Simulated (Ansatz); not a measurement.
**Geometry relaxation, with input and output: Ta**

Ta (Im-3m, 1 atom in the cell), computed with DFT, PBE, PAW with Ansatz's default frozen-core files, scalar-relativistic, no spin polarisation (Ansatz 0.2.0).

The structure was built on a prototype by a generator; it need not be a known phase. It belongs to a series of runs on one base structure; here: bulk cell relaxed. Figures and captions count atoms from 1; the log counts them from 0 in places.

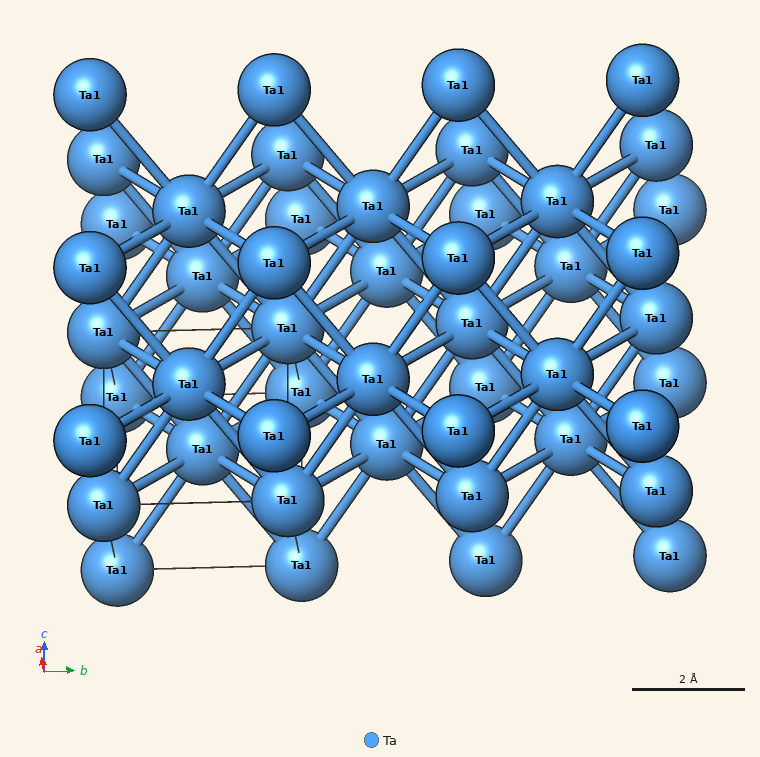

Figure 1. The structure as given in the input (ball-and-stick view of the cell 2 times as large as that of the calculation, set on its symmetry axes, repeated 2 × 3 × 2, seen at an oblique angle; atoms are numbered from 1 in the order of the input). Near neighbours in the crystal (not all of them lie inside the picture): Ta has 8 Ta at 2.88 Å.

## The input
```yaml
crystal:
  lattice:
    - [-1.6607199181, 1.6607199181, 1.6607199181]
    - [1.6607199181, -1.6607199181, 1.6607199181]
    - [1.6607199181, 1.6607199181, -1.6607199181]
  atoms:
    - { symbol: Ta, position: [0.0, 0.0, 0.0] }
kpoints:
  mp_grid: { grid: [18, 18, 18] }
scf:
  occupations: { method: fermi_dirac, width: 0.08 }
hamiltonian:
  xc: pbe
  pseudopotentials: { kind: paw }
output:
  forces: true
  stress: true
relax:
  f_tol: 0.005
  max_steps: 40
  cell: {}
```

Run on 2 threads of Arm Neoverse V2, 24 GiB of memory available, shared host.

Launch command:
```bash
ansatz run input.yaml --threads 2 --pin off --max-ram 5120MiB --backend cpu --events-out ev --progress --plain --runs-dir out
```

## What the program printed
```
Engine: ansatz 0.2.0, aarch64-unknown-linux-gnu
Pseudopotentials: kind: paw
Pseudopotential: Ta, paw, valence charge 13, recommended cutoff 420 eV (normal), Ta.paw.azcp
Functional definition: PBE
  parameter kappa = 0.804
  parameter beta = 0.06672455060314922
  exchange = pbe_x(kappa = kappa, mu = beta*pi^2/3)
  correlation = pbe_c(beta = beta)
Crystal: 1 atoms, lattice volume = 18.321 Å³
Basis set: ecut = 420 eV, 369 PW (Γ), exchange–correlation on 40×40×40 points (8 copies of the dense FFT grid, shifted against one another)
Bands: 11, of which v1, the nominal top of the filled ones, is band 7 counted from 1 (6 counted from 0)
Symmetry: 48 space group operations
Space group: Im-3m (ITA 229), of the structure as read, at distance tolerance 2.6e-5 Å
k-points: 195 of 5832
Non-local potential: Ta, projectors of the file, l = 0: 3, l = 1: 2, l = 2: 2, l = 3: 1
PAW form: soft (Blöchl's): semilocal exchange-correlation on the pseudo side does not see the compensation charge
PAW one-centre angular grid: Ta, 590 points (default); XC on 64 Gauss nodes
Initial density: superposition of atomic densities (neutral atoms: chi_scale 0, normalization atom), corrected by the library's trained network
Initial wavefunctions: pseudopotential atomic-orbital guess
Functional: x = pbe(κ = 0.804, μ = 0.2195149727645171), c = pbe(β = 0.06672455060314922)
SCF iter   1: F=—  HF=-9932.264825 eV  |F-HF|=—  |Δ(HF+E_count)|=         —  Δρ=2.05e-3  dr2=1.97e-4  ethr=1.77e-3  ⟨swp⟩=5.3  Hψ=12140  notcnv=0
preconditioner: auto → none  [metal: Δε(μ)=0.019 eV  Ē_g=8.174 eV  σ=0.080 eV  W_gap=0.06  n_scr=0 (ndim 8)  ℏωp=19.4 eV  f_vac=0.000  D(μ)=1.31/eV (n_scr^D=12)]
SCF iter   2: F=—  HF=-9932.264746 eV  |F-HF|=—  |Δ(HF+E_count)|=   7.96e-5  Δρ=9.92e-4  dr2=5.00e-5  ethr=1.52e-6  ⟨swp⟩=2.2  Hψ=4724  notcnv=0
SCF iter   3: F=—  HF=-9932.264819 eV  |F-HF|=—  |Δ(HF+E_count)|=   7.35e-5  Δρ=1.47e-4  dr2=9.89e-7  ethr=3.84e-7  ⟨swp⟩=2.1  Hψ=2612  notcnv=0
SCF iter   4: F=—  HF=-9932.264819 eV  |F-HF|=—  |Δ(HF+E_count)|=   1.19e-7  Δρ=4.53e-5  dr2=1.06e-7  ethr=7.61e-9  ⟨swp⟩=2.7  Hψ=3191  notcnv=0
iter 5 did not close the SCF: its close was put off for the readings that it lacked (scf_convergence_deferred on its scf_iter line)
SCF iter   5: F=-9932.264819 eV  HF=-9932.264819 eV  |F-HF|=3.66e-9  |Δ(HF+E_count)|=   3.54e-8  Δρ=1.24e-5  dr2=7.68e-9  ethr=8.17e-10  ⟨swp⟩=1.0  Hψ=2132  notcnv=0
SCF iter   6: F=-9932.264819 eV  HF=-9932.264819 eV  |F-HF|=1.27e-11  |Δ(HF+E_count)|=   2.75e-9  Δρ=4.52e-7  dr2=2.02e-11  ethr=5.90e-11  ⟨swp⟩=2.4  Hψ=6686  notcnv=0
SCF 1 converged in 6 iterations: F = -9932.264819 eV  dr2 = 2.02e-11
  greatest PAW one-centre occupation: 0.999 electrons in one spin orbital (limit 2), on the Ta atom at site 0 (counted from 0), in its partial waves of l = 0
relax step   1: F+E_penalty+E_count = -9932.26481931 eV  Δ(F+E_penalty+E_count) = +0.000e0 eV  max|allowed force component| = 0.000e0 eV/Å  Δτ_max = 0.0000 Å  P = -0.332 GPa  Ω = 18.321 Å³  (6 SCF iters, dr2 threshold 1.00e-7 eV, accepted)
Crystal: 1 atoms, lattice volume = 18.201 Å³
Initial density: handed on by an earlier stage of this run
Initial wavefunctions: those handed on with the density
iter 1 solved again at ethr=8.42e-8 eV; its pass at ethr=3.10e-3 eV (dr2=1.09e-5 eV) is discarded
SCF iter   1: F=—  HF=-9932.264628 eV  |F-HF|=—  |Δ(HF+E_count)|=         —  Δρ=1.94e-4  dr2=4.83e-6  ethr=8.42e-8  ⟨swp⟩=2.6  Hψ=14741  notcnv=0
preconditioner: auto → none  [metal: Δε(μ)=0.028 eV  Ē_g=8.226 eV  σ=0.080 eV  W_gap=0.09  n_scr=0 (ndim 8)  ℏωp=19.5 eV  f_vac=0.000  D(μ)=1.30/eV (n_scr^D=12)]
SCF iter   2: F=—  HF=-9932.264631 eV  |F-HF|=—  |Δ(HF+E_count)|=   3.52e-6  Δρ=7.29e-5  dr2=3.27e-7  ethr=3.72e-8  ⟨swp⟩=2.4  Hψ=2937  notcnv=0
SCF iter   3: F=-9932.264632 eV  HF=-9932.264632 eV  |F-HF|=5.02e-8  |Δ(HF+E_count)|=   6.92e-7  Δρ=1.67e-5  dr2=1.18e-8  ethr=7.69e-10  ⟨swp⟩=4.3  Hψ=6154  notcnv=0
SCF 2 converged in 3 iterations: F = -9932.264632 eV  dr2 = 1.18e-8
relax step   2: F+E_penalty+E_count = -9932.26463200 eV  Δ(F+E_penalty+E_count) = +1.873e-4 eV  max|allowed force component| = 0.000e0 eV/Å  Δτ_max = 0.0000 Å  P = +0.949 GPa  Ω = 18.201 Å³  energy of the carried Pulay correction = +4.114e-5 eV  (3 SCF iters, dr2 threshold 1.00e-7 eV, rejected (line search))
Crystal: 1 atoms, lattice volume = 18.290 Å³
iter 1 solved again at ethr=4.48e-8 eV; its pass at ethr=3.10e-3 eV (dr2=5.83e-6 eV) is discarded
SCF iter   1: F=—  HF=-9932.264859 eV  |F-HF|=—  |Δ(HF+E_count)|=         —  Δρ=1.31e-4  dr2=2.48e-6  ethr=4.48e-8  ⟨swp⟩=2.7  Hψ=14771  notcnv=0
preconditioner: auto → none  [metal: Δε(μ)=0.018 eV  Ē_g=8.191 eV  σ=0.080 eV  W_gap=0.06  n_scr=0 (ndim 8)  ℏωp=19.4 eV  f_vac=0.000  D(μ)=1.31/eV (n_scr^D=12)]
SCF iter   2: F=—  HF=-9932.264863 eV  |F-HF|=—  |Δ(HF+E_count)|=   3.83e-6  Δρ=4.59e-5  dr2=1.44e-7  ethr=1.91e-8  ⟨swp⟩=2.5  Hψ=2991  notcnv=0
SCF iter   3: F=—  HF=-9932.264862 eV  |F-HF|=—  |Δ(HF+E_count)|=   1.37e-7  Δρ=1.12e-5  dr2=5.17e-9  ethr=1.11e-9  ⟨swp⟩=2.0  Hψ=2602  notcnv=0
SCF iter   4: F=—  HF=-9932.264863 eV  |F-HF|=—  |Δ(HF+E_count)|=   2.35e-8  Δρ=4.08e-7  dr2=2.69e-11  ethr=3.98e-11  ⟨swp⟩=2.7  Hψ=3365  notcnv=0
SCF iter   5: F=-9932.264863 eV  HF=-9932.264863 eV  |F-HF|=1.82e-12  |Δ(HF+E_count)|=  5.46e-12  Δρ=4.88e-8  dr2=1.51e-13  ethr=1.00e-12  ⟨swp⟩=5.3  Hψ=7404  notcnv=0
SCF 3 converged in 5 iterations: F = -9932.264863 eV  dr2 = 1.51e-13
relax step   3: F+E_penalty+E_count = -9932.26486252 eV  Δ(F+E_penalty+E_count) = -4.320e-5 eV  max|allowed force component| = 0.000e0 eV/Å  Δτ_max = 0.0000 Å  P = -0.002 GPa  Ω = 18.290 Å³  energy of the carried Pulay correction = +1.067e-5 eV  (5 SCF iters, accepted)
Initial wavefunctions: pseudopotential atomic-orbital guess (no wavefunctions were taken with the density)
iter 1 solved again at ethr=5.22e-8 eV; its pass at ethr=3.10e-3 eV (dr2=6.79e-6 eV) is discarded
SCF iter   1: F=—  HF=-9932.264848 eV  |F-HF|=—  |Δ(HF+E_count)|=         —  Δρ=3.43e-6  dr2=2.41e-10  ethr=5.22e-8  ⟨swp⟩=3.1  Hψ=17937  notcnv=0
eigensolver tolerance schedule: the retry pair's looser diagonalisation over-reported the residual by 28135.60 of it (diagonalisation noise at 0.90 of the residual, at the tolerance the schedule requests for it); recorded, not acted on — ethr = c·dr2/N_el stays at c = 1.0e-1
preconditioner: auto → none  [metal: Δε(μ)=0.017 eV  Ē_g=8.190 eV  σ=0.080 eV  W_gap=0.05  n_scr=0 (ndim 8)  ℏωp=19.4 eV  f_vac=0.000  D(μ)=1.31/eV (n_scr^D=12)]
SCF iter   2: F=—  HF=-9932.264850 eV  |F-HF|=—  |Δ(HF+E_count)|=   2.35e-6  Δρ=1.69e-6  dr2=5.31e-11  ethr=1.86e-12  ⟨swp⟩=3.0  Hψ=3944  notcnv=0
SCF iter   3: F=-9932.264850 eV  HF=-9932.264850 eV  |F-HF|=1.82e-12  |Δ(HF+E_count)|=  8.00e-11  Δρ=1.00e-7  dr2=8.61e-13  ethr=1.00e-12  ⟨swp⟩=3.9  Hψ=8453  notcnv=0
SCF 4 converged in 3 iterations: F = -9932.264850 eV  dr2 = 8.61e-13
relax step   4: F+E_penalty+E_count = -9932.26485038 eV  Δ(F+E_penalty+E_count) = +1.213e-5 eV  max|allowed force component| = 0.000e0 eV/Å  Δτ_max = 0.0000 Å  P = -0.003 GPa  Ω = 18.290 Å³  stress off target by 3.11e-3 GPa  SCF on the basis re-selected at this cell (its energy is not comparable with the rows above)  (3 SCF iters)
```

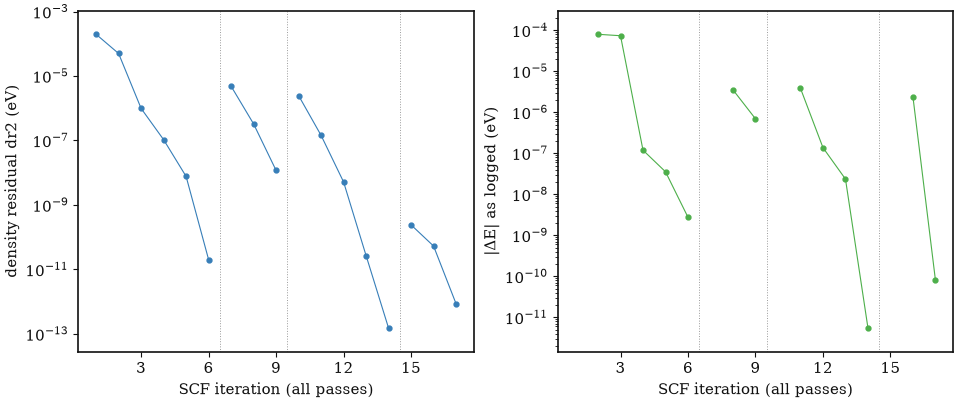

Figure 2. Convergence of the self-consistent field: density residual dr2 and size of the energy change against the SCF iteration. The dotted lines part the SCF passes of the relaxation: geometry steps, rejected trials and re-solves on a re-selected basis. The passes take 6, 3, 5 and 3 iterations.

```
basis re-selected at this cell: Δ(F+E_penalty+E_count) = +1.213e-5 eV, ΔP = -0.001 GPa vs the last step (what re-selecting the basis moved, of the pressure what is left beyond the Pulay correction that the steps carried, after the strain that the cell walked since its last selection, with what the two solves' SCF thresholds leave and, on support functions, any second-order correction that the steps lacked; it is no measure of the basis error at this ecutwfc). This SCF's stress stands 3.11e-3 GPa from its target on what of the cell is left free (relax.cell.stress_tol is 5.00e-2 GPa) and its largest allowed force component is 0.00e0 eV/Å (relax.f_tol is 5.00e-3 eV/Å): within both
SCF converged after 3 iterations
Free energy (F): -9932.264850 eV
Harris-Foulkes:  -9932.264850 eV  (|F-HF|=1.82e-12)
Internal energy: -9932.236909 eV  (E = F + TS)
E sigma→0 (E₀):  -9932.250880 eV
Entropy (-TS):   -0.027941 eV (-27.941 meV/atom)
Fermi energy:    18.330624 eV
--- Per-component energies (eV) ---
  E_band       = -107.631897
  E_kinetic    = 365.625148
  E_local      = -556.257260  (includes V_loc(G=0)·N_el)
  E_nonlocal   = 14.732225
  E_hartree    = 192.549125
  E_xc         = -218.341106
  E_vxc        = -203.890815  (∫ρ·V_xc dr)
  E_paw        = -8396.598120  (= ΣΔE_a)
  E_vpaw       = -112.939559  (= ΣTr[D̂ρ^β])
  E_aug_tail   = 0.000133  (compensation charges beyond the density's cutoff)
  E_ewald      = -1333.947055
  E_smearing   = -0.027941  (= −TS)
  E_closure    = -0.000000  (closes the sum)
  Σ components = -9932.264850   (vs F -9932.264850, Δ=0.00e0)
--- Forces (eV/Å), atoms counted from 1 ---
  atom   1  Ta     0.00000000    -0.00000000     0.00000000
  max |Σ_I F_I| component: 9.66e-32 eV/Å
--- Stress (GPa, compression-positive) ---
       -0.003107       0.000000       0.000000
        0.000000      -0.003107       0.000000
       -0.000000       0.000000      -0.003107
  P = ⅓ Tr σ = -0.0031 GPa (-0.031 kbar)
--- Relaxed structure (3 steps of the walk, 2 accepted, 1 SCFs on fresh bases) ---
  F+E_penalty+E_count = -9932.26485038 eV   max|allowed force component| = 0.000e0 eV/Å   (the final SCF, on the basis selected at the relaxed cell)
  cell:  # Å, volume = 18.2898 Å³
    - [-1.6597773588969562, 1.6597773588969562, 1.6597773588969562]
    - [1.6597773588969562, -1.6597773588969562, 1.6597773588969562]
    - [1.6597773588969562, 1.6597773588969562, -1.6597773588969562]
  atoms:
    - { symbol: Ta, position: [0.0, 0.0, 0.0] }
```

## Trajectory as extended XYZ (Å, eV, eV/Å), 4 frames, from step=1 to step=4
```
1
Lattice="-1.6607 1.6607 1.6607 1.6607 -1.6607 1.6607 1.6607 1.6607 -1.6607" Properties=species:S:1:pos:R:3:forces:R:3 step=1 energy=-9932.26482 pressure_GPa=-0.33
Ta    0.0000    0.0000    0.0000    0.0000   0.0000   0.0000
1
Lattice="-1.6571 1.6571 1.6571 1.6571 -1.6571 1.6571 1.6571 1.6571 -1.6571" Properties=species:S:1:pos:R:3:forces:R:3 step=2 energy=-9932.26463 pressure_GPa=0.95 accepted=F
Ta    0.0000    0.0000    0.0000    0.0000   0.0000   0.0000
1
Lattice="-1.6598 1.6598 1.6598 1.6598 -1.6598 1.6598 1.6598 1.6598 -1.6598" Properties=species:S:1:pos:R:3:forces:R:3 step=3 energy=-9932.26486 pressure_GPa=-0.00
Ta    0.0000    0.0000    0.0000    0.0000   0.0000   0.0000
1
Lattice="-1.6598 1.6598 1.6598 1.6598 -1.6598 1.6598 1.6598 1.6598 -1.6598" Properties=species:S:1:pos:R:3:forces:R:3 step=4 energy=-9932.26485 pressure_GPa=-0.00
Ta    0.0000    0.0000    0.0000    0.0000   0.0000   0.0000
```

## Summary

- outcome: converged
- space group (tolerance 0.01 Å): Im-3m (229)
- electrons treated: 13
- free energy: −9932.2649 eV
- Fermi energy: 18.331 eV
- pressure: 0.00 GPa
- final volume: 18.29 Å³
- largest force (length of the vector) at the end: under 0.001 eV/Å
- final cell: a = 2.875 Å, b = 2.875 Å, c = 2.875 Å, α = 109.47°, β = 109.47°, γ = 109.47°
- wall time: 2.9 s (CPU time 5.4 s)
- peak memory: 0.31 GiB

## Notes

Spin–orbit coupling is left out, which matters for Ta.
